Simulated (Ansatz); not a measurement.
## Single-point calculation of Ga$_{6}$HN$_{6}$ (part 2 of 2)

Ga$_{6}$HN$_{6}$ (slab, 26 atoms in the cell); DFT PBE+D3(BJ), scalar-relativistic, plane waves, PAW, no spin polarisation (Ansatz 0.2.0); cutoff 420 eV, 3×3×1 k-mesh, Gaussian smearing of 0.05 eV. The structure derives from an entry of the Crystallography Open Database. It belongs to a series of runs on one base structure; here: the whole at its places in the relaxed adsorbed structure.

### Output, continued
```
  k-point 2: bands = ["-16.0674", "-15.8054", "-15.8001", "-15.6615", "-15.4991", "-15.3927", "-15.2768", "-15.2207", "-15.1531", "-15.1095", "-14.5781", "-14.5399", "-14.2604", "-14.2528", "-14.2448", "-14.2184", "-14.1800", "-14.1348", "-14.1219", "-14.1185", "-14.1149", "-14.0971", "-14.0761", "-14.0593", "-13.9939", "-13.9763", "-13.9024", "-13.8893", "-13.8811", "-13.8285", "-13.8042", "-13.7821", "-13.7761", "-13.7690", "-13.7475", "-13.7327", "-13.7083", "-13.6896", "-13.6850", "-13.6387", "-13.6370", "-13.6202", "-13.6175", "-13.5883", "-13.5873", "-13.5594", "-13.5551", "-13.4437", "-13.4141", "-13.3375", "-13.3352", "-13.2994", "-13.2316", "-13.2271", "-13.1815", "-13.1791", "-13.1707", "-13.0786", "-13.0608", "-13.0356", "-13.0154", "-12.9952", "-12.9727", "-12.7056", "-12.3433", "-11.9734", "-11.9349", "-11.6707", "-11.5468", "-11.4238", "-11.2289", "-11.1751", "-6.8625", "-6.5081", "-6.2795", "-6.1234", "-6.0870", "-5.9139", "-5.8011", "-5.3321", "-5.1377", "-4.8549", "-4.6664", "-4.5761", "-4.5532", "-4.1184", "-4.0399", "-3.8710", "-3.6676", "-3.4707", "-3.2717", "-3.1137", "-2.9426", "-2.7496", "-2.5384", "-2.2085", "-2.0118", "-1.9785", "-1.8682", "-1.6176", "-1.5144", "-1.2880", "-1.2369", "-0.8754", "-0.8323", "-0.6445", "-0.4889", "-0.2540", "-0.0949", "1.4765", "1.8999", "2.6001", "3.2494", "4.1145", "4.5963", "4.9470", "5.1222", "5.1947", "5.3185", "5.5795", "5.6488", "5.8835", "5.8954", "5.9983", "6.0679", "6.2818", "6.4362", "6.4882", "6.5630", "6.6895", "6.8564", "6.8714", "7.1045", "7.2757", "7.3490"]
  k-point 4: bands = ["-15.9148", "-15.7358", "-15.7154", "-15.6032", "-15.4681", "-15.3717", "-15.2906", "-15.2022", "-15.1316", "-15.0857", "-14.5191", "-14.4969", "-14.2571", "-14.2504", "-14.2450", "-14.2189", "-14.1903", "-14.1374", "-14.1278", "-14.1250", "-14.1142", "-14.1026", "-14.0745", "-14.0597", "-13.9879", "-13.9715", "-13.8903", "-13.8776", "-13.8738", "-13.8398", "-13.8028", "-13.7919", "-13.7817", "-13.7578", "-13.7353", "-13.7329", "-13.7183", "-13.7013", "-13.6830", "-13.6491", "-13.6454", "-13.6164", "-13.6118", "-13.6002", "-13.5837", "-13.5168", "-13.5005", "-13.3940", "-13.3823", "-13.3435", "-13.3211", "-13.2613", "-13.2276", "-13.2241", "-13.1855", "-13.1830", "-13.1495", "-13.0521", "-13.0284", "-13.0142", "-13.0021", "-12.9547", "-12.9196", "-12.6535", "-12.5834", "-12.3533", "-12.2024", "-12.0607", "-11.9765", "-11.6145", "-11.5657", "-11.3247", "-6.7411", "-6.3601", "-6.2536", "-6.1557", "-5.8656", "-5.7192", "-5.6735", "-5.5387", "-5.3826", "-5.1130", "-4.7819", "-4.3170", "-4.1060", "-3.5273", "-3.4550", "-3.4142", "-3.3577", "-3.0609", "-2.8801", "-2.7870", "-2.6236", "-2.5873", "-2.5663", "-2.2856", "-2.2119", "-1.8918", "-1.7311", "-1.6456", "-1.4961", "-1.4881", "-1.4356", "-1.2619", "-0.9291", "-0.6928", "-0.5452", "-0.1243", "-0.1194", "1.7277", "1.8991", "2.9140", "3.3621", "4.2975", "4.3862", "4.8600", "4.9334", "5.1601", "5.3116", "5.4897", "5.5991", "5.7351", "5.8926", "6.0893", "6.2258", "6.3609", "6.4611", "6.6076", "6.7029", "6.8179", "6.9752", "7.0310", "7.1152", "7.2321", "7.3384"]
```

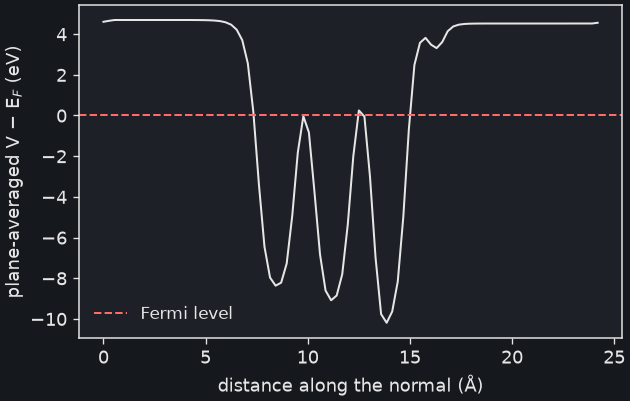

Figure 1. Plane average of the electrostatic potential energy of an electron across the cell, from the Fermi level. The vacuum level lies 4.52 eV above the Fermi level on the upper side and 4.70 eV on the lower.

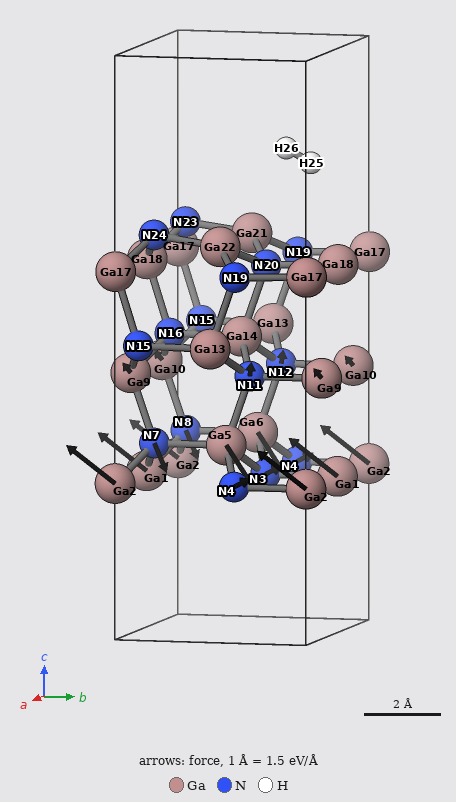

Figure 2. Forces on the atoms as black arrows (ball-and-stick view of the cell of the calculation, with the vacuum cut short, seen slightly off an axis; atoms are numbered from 1 in the order of the input); the smallest are left out. The largest act on Ga1, Ga2 (2.49 eV/Å); Ga5, Ga6 (1.96 eV/Å); N7, N8 (1.29 eV/Å); N3, N4 (0.77 eV/Å). The geometry is not a stationary point of this energy.

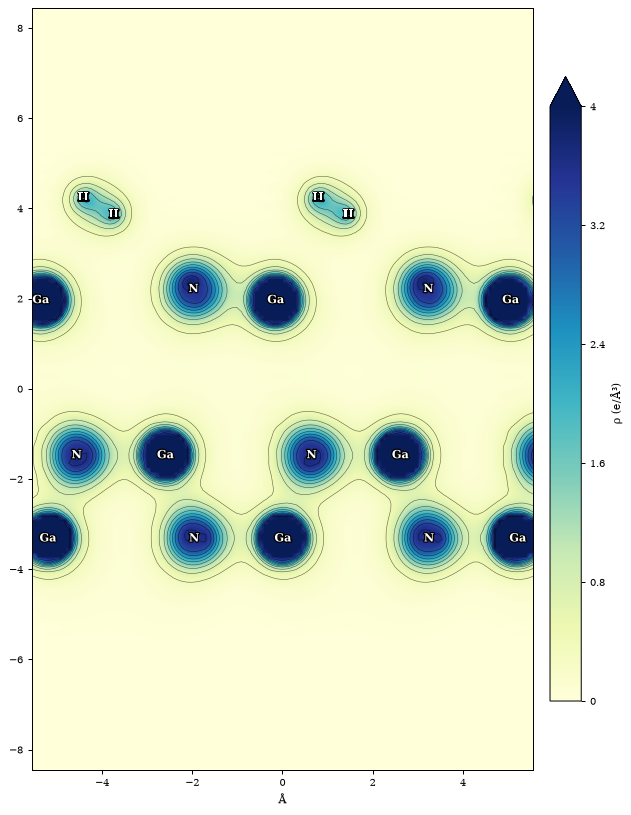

Figure 3. Valence charge density (pseudo) on the (100) plane of the calculation cell, a cut from vacuum to vacuum. Atoms in the plane: Ga, N and H. H–H (0.77 Å): ρ is about 1.7 e/Å³ halfway. Ga–N (1.83 Å): the density is about 0.97 e/Å³ at the midpoint. Ga–N (1.95 Å): ρ at the midpoint is about 0.72 e/Å³. The density dies away to nearly zero in the vacuum. In a PAW calculation such maps are meaningful between the atoms, not at the nuclei.

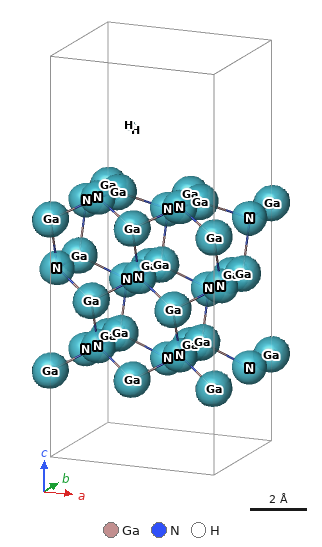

Figure 4. Isosurface of the valence pseudo-density at 1.5 e/Å³ (cyan), seen slightly off an axis. Sticks mark near contacts. At this value the density breaks into separate islands; it holds about 60 % of the electrons treated as valence (semicore included). It is pinched off along the Ga–N (1.83 Å), Ga–N (1.90 Å) and Ga–N (1.94 Å) contacts. On the grid the lowest density along these lines, outside the cores, is 1.7 e/Å³ (H–H, 0.77 Å), 0.94 e/Å³ (Ga–N, 1.83 Å), 0.79 e/Å³ (Ga–N, 1.90 Å) and 0.74 e/Å³ (Ga–N, 1.94 Å).

The run was set up as follows.

### Input
```yaml
crystal:
  lattice:
    - [6.3931260417, 0.0, 0.0]
    - [0.0, 5.2085710379, 0.0]
    - [0.0, 0.0, 24.459377822]
  atoms:
    - { symbol: Ga, position: [0.5, 0.000811033, 0.3270729148] }
    - { symbol: Ga, position: [0.0, 0.000811033, 0.3270729148] }
    - { symbol: "N", position: [0.5, 0.624188967, 0.3270729148] }
    - { symbol: "N", position: [0.0, 0.624188967, 0.3270729148] }
    - { symbol: Ga, position: [0.75, 0.500811033, 0.364799478] }
    - { symbol: Ga, position: [0.25, 0.500811033, 0.364799478] }
    - { symbol: "N", position: [0.75, 0.124188967, 0.364799478] }
    - { symbol: "N", position: [0.25, 0.124188967, 0.364799478] }
    - { symbol: Ga, position: [0.75, 0.000811033, 0.4402526041] }
    - { symbol: Ga, position: [0.25, 0.000811033, 0.4402526041] }
    - { symbol: "N", position: [0.75, 0.624188967, 0.4402526041] }
    - { symbol: "N", position: [0.25, 0.624188967, 0.4402526041] }
    - { symbol: Ga, position: [0.0001617072, 0.4988470627, 0.4758050143] }
    - { symbol: Ga, position: [0.4998231232, 0.498851709, 0.4758092501] }
    - { symbol: "N", position: [0.0001130609, 0.1231793994, 0.477000115] }
    - { symbol: "N", position: [0.4998637022, 0.1231681593, 0.4770073798] }
    - { symbol: Ga, position: [0.0001261549, 0.0040498086, 0.5566731927] }
    - { symbol: Ga, position: [0.4997279482, 0.0040268529, 0.5566767232] }
    - { symbol: "N", position: [0.0004235042, 0.6282793502, 0.5541181765] }
    - { symbol: "N", position: [0.4994938275, 0.6282600213, 0.5541126857] }
    - { symbol: Ga, position: [0.2499514155, 0.4703478235, 0.5808254263] }
    - { symbol: Ga, position: [0.749967777, 0.4694113553, 0.5794812962] }
    - { symbol: "N", position: [0.2499106604, 0.1216936862, 0.5908538216] }
    - { symbol: "N", position: [0.7499272157, 0.1223694112, 0.5902584545] }
    - { symbol: H, position: [0.2514069461, 0.7794119207, 0.658575659] }
    - { symbol: H, position: [0.2525275281, 0.6508386037, 0.6738762394] }
basis:
  ecutwfc: 420
kpoints:
  mp_grid: { grid: [3, 3, 1] }
hamiltonian:
  xc: pbe
  dispersion: d3bj
scf:
  occupations: { method: gaussian, width: 0.05 }
output:
  forces: true
  eigenvalues: true
  write_density: true
  volumetric_format: npy
efield:
  axis: 3
  dipole_correction: true
  ramp_width: 0.04
```

Run as:
```bash
ansatz run input.yaml --threads 4 --pin off --max-ram 10240MiB --backend cpu --events-out ev --progress --plain --runs-dir out
```

### Results in brief

| quantity | value |
| --- | --- |
| outcome | converged |
| electrons treated | 218 |
| free energy | −50043.8450 eV |
| work function, top face | 4.52 eV |
| work function, bottom face | 4.70 eV |
| Fermi energy | 0.508 eV |
| gap on the k-point mesh | 0.76 eV |
| work function (upper face) | 4.52 eV |
| largest force (length of the vector) | 2.491 eV/Å |
| hardware | 4 threads of Intel Xeon @ 2.50GHz (Skylake/Cascade Lake), 192 GiB of memory available, shared host |
| wall time | 33 s (CPU time 2 min) |
| peak memory | 2.3 GiB |
